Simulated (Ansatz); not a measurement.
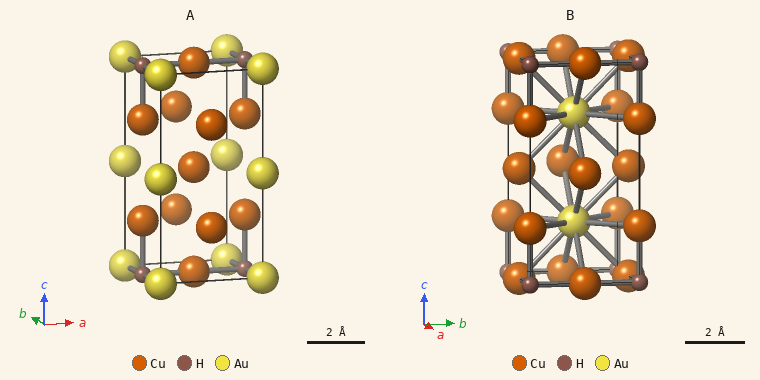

Two structures of Cu6HAu2, each relaxed to rest (conventional cells in solid outline, small ones repeated, not to one scale). Method: DFT PBE, scalar-relativistic, plane waves, PAW in Ansatz, without spin polarisation.

> What structure does each panel show?

A: 9 atoms a cell on a primitive orthorhombic lattice, Pmmm. B: 9 atoms a cell on a primitive tetragonal lattice, P4/mmm.

> Compare their energies: which is lower?

B is lower, by 52 meV/atom at this level of theory (energies at zero smearing). Volumes: A 12.4, B 12.3 Å³/atom.
